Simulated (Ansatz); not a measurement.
Structure data:

```
CELL_PARAMETERS angstrom
5.29681 0.00000 0.00000
0.00000 5.29681 0.00000
0.00000 0.00000 3.22457
ATOMIC_POSITIONS crystal
Hf 0.79480 0.79480 0.50000
Hf 0.20520 0.20520 0.50000
Hf 0.29480 0.70520 0.00000
Hf 0.70520 0.29480 0.00000
N 0.50000 0.50000 0.50000
N 0.00000 0.00000 0.00000
```

Question: What does this file describe?

Answer: The solid is Hf2N. Symmetry: P4_2/mnm (No. 136), primitive tetragonal lattice. With Z = 2, the cell contains 4 Hf, 2 N.

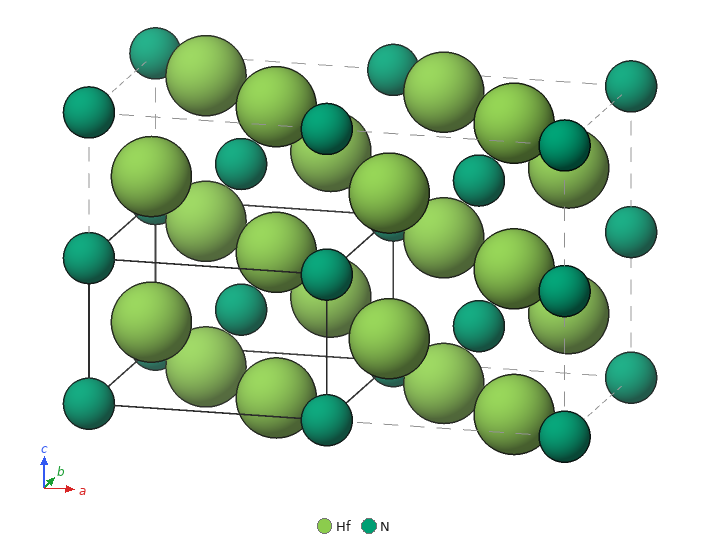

The figure gives a spheres-only picture of the atoms, viewed slightly off an axis. The drawing covers 2×1×2 cells, and the solid lines enclose one conventional unit cell.

The structure was taken from a structure listed in the Materials Project. It was relaxed with Ansatz 0.2.0, DFT PBEsol, scalar-relativistic, plane waves, PAW.
